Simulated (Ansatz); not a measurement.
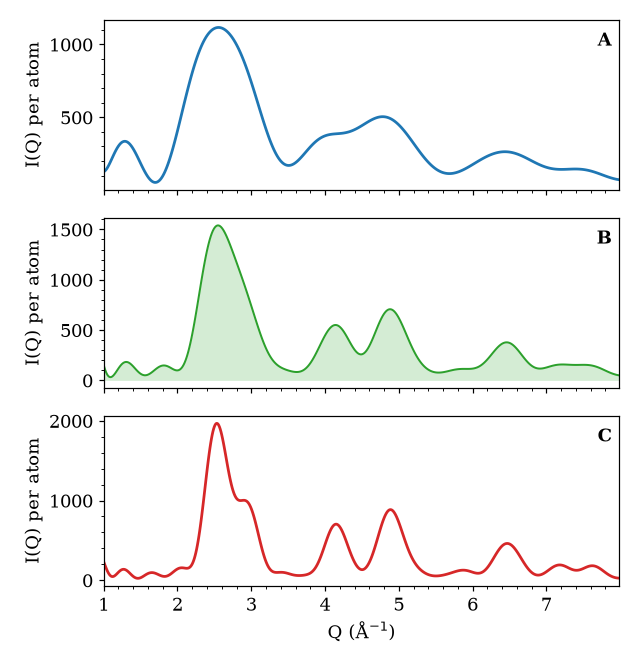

X-ray scattering of spheres cut from the crystal structure of Ge (Fm-3m, a = 4.277 Å, b = 4.277 Å, c = 4.277 Å, α = 90.00°, β = 90.00°, γ = 90.00°), calculated atom by atom with the Debye equation (B = 0.5 Å², no relaxation of the surface). Basis of the simulation: the geometry relaxed with Ansatz, DFT, PBE, plane waves (420 eV) with PAW, scalar-relativistic; the starting structure was generated, so it need not be a known form of this composition.

The spheres are 10, 14 and 20 Å across. Which curve is which?

curve A: 10 Å (19 atoms); curve B: 14 Å (79 atoms); curve C: 20 Å (201 atoms). Peak widths go roughly as 2π/D, so the largest sphere has the sharpest peaks.

Index the main peaks of the largest sphere.

Q ≈ 2.53 Å⁻¹: 111; Q ≈ 4.15 Å⁻¹: 220; Q ≈ 4.89 Å⁻¹: 311; Q ≈ 6.47 Å⁻¹: 331 + 420.
